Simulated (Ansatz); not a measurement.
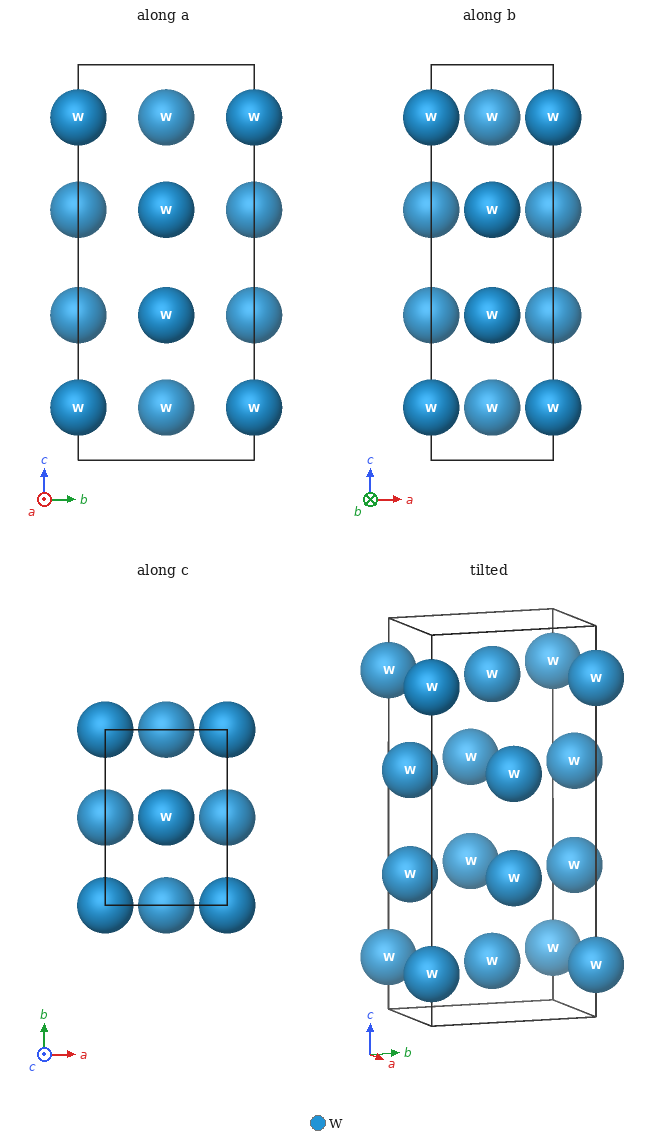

Drawn in the spheres-only manner and seen along the a axis, along the b axis, along the c axis and slightly off an axis. The edges of the conventional unit cell are marked.

Lattice parameters: a = 3.076 Å, b = 4.431 Å, c = 9.975 Å, α = 90.00°, β = 90.00°, γ = 90.00°.

Question: Set out the cell and atoms as a table of Wyckoff sites, with free fractional coordinates to two decimals.

Answer: Space group Fmmm (No. 69).
```json
{"atom": "W", "site": "8i", "x": "0.00", "y": "0.00", "z": "0.13"}
```

Its origin is a structure type filled with this element by a generator (whether the element takes this form wasn't checked). A relaxation with Ansatz 0.2.0, DFT PBE, scalar-relativistic, plane waves, PAW gave the geometry drawn.
